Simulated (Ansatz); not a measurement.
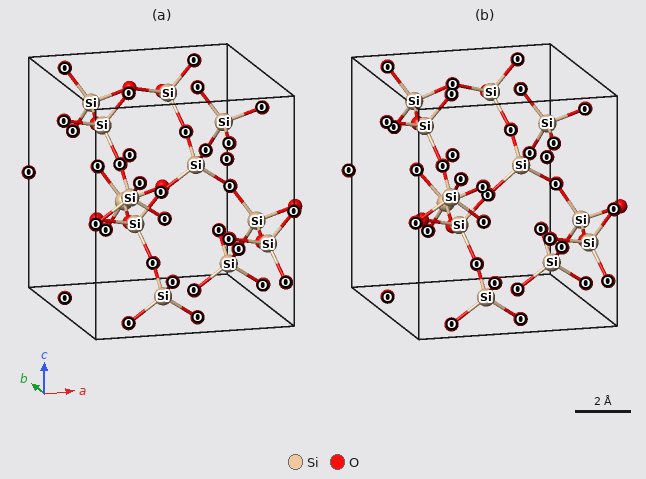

The structure of a defect cell of composition Si₁₂O₂₅ before (left) and after (right) a relaxation, at one scale.

A ball-and-stick model of the cell of the calculation (origin shifted), seen slightly off an axis.

Case: O interstitial, charge +0, atoms relaxed at the host's cell.

All numbers below come from DFT PBE, scalar-relativistic, plane waves, PAW in Ansatz 0.2.0. (plane-wave cutoff 420 eV; k-point mesh 2 × 2 × 2; occupations gaussian; smearing width 0.01 eV; mesh shifted by (0.5, 0.5, 0.5); no spin polarisation; atoms relaxed in a fixed cell; force threshold 0.025 eV/Å; at most 45 steps)

**Summarise the run.**

The energy falls by 0.299 eV per cell of the calculation in 5 accepted moves (6 points after the start). The largest force component goes from 0.83 to 0.0085 eV/Å. 1 step only repeated the SCF at the same geometry. The largest moves, 0.19 Å, are those of O atoms. By element the largest moves are O 0.19 Å, Si 0.09 Å. The cell doesn't change. Among the contacts that change: O–Si 1.623 → 1.637 Å. Bond angles that change, for instance: Si–O–Si 153.6° → 146.3°, Si–O–Si 153.6° → 159.9°, Si–O–Si 153.6° → 147.3°. The run may lie on a higher electronic state than the lowest, so the end point isn't shown to be the ground-state structure. Cost: 110 s on 4 threads of Arm Neoverse V2, with other jobs on the host, peak memory 1.1 GiB.

Limits of the set-up: the periodic images lie only 7.6 Å apart, so the values are limited by the cell's size.
